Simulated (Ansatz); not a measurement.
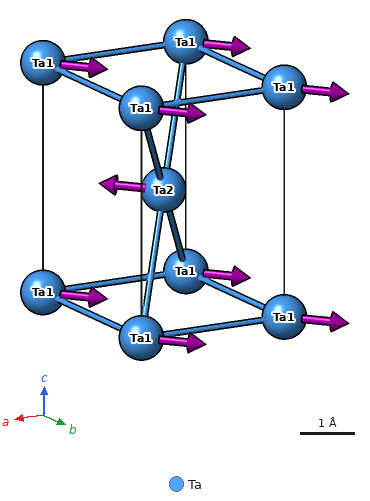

Phonons of crystalline Ta, space group Im-3m (No. 229), at the zone centre of a doubled cell. The levels lie at 89, 134, 145 cm⁻¹. One mode is drawn. The purple arrows give the relative displacements of the atoms. The picture is a ball-and-stick view of the cell of the calculation, seen from a free direction.

Theory: DFT PBE, scalar-relativistic, plane waves, PAW (Ansatz). Settings: plane-wave cutoff 420 eV; k-point mesh 22 × 22 × 14; occupations gaussian; smearing width 0.15 eV; no spin polarisation.

> Which of these frequencies is the drawn mode's?

The level at 89 cm⁻¹. This is a non-degenerate mode, the lowest level (the three translations aside). All motion is along [1 −1 0] of the drawn cell; atoms of one kind move against one another, with no net shift of their sublattice. It changes sign from one half of the doubled cell to the other: it belongs to the zone boundary, q = (0, 0, 1/2) in the reciprocal vectors of the undoubled cell.
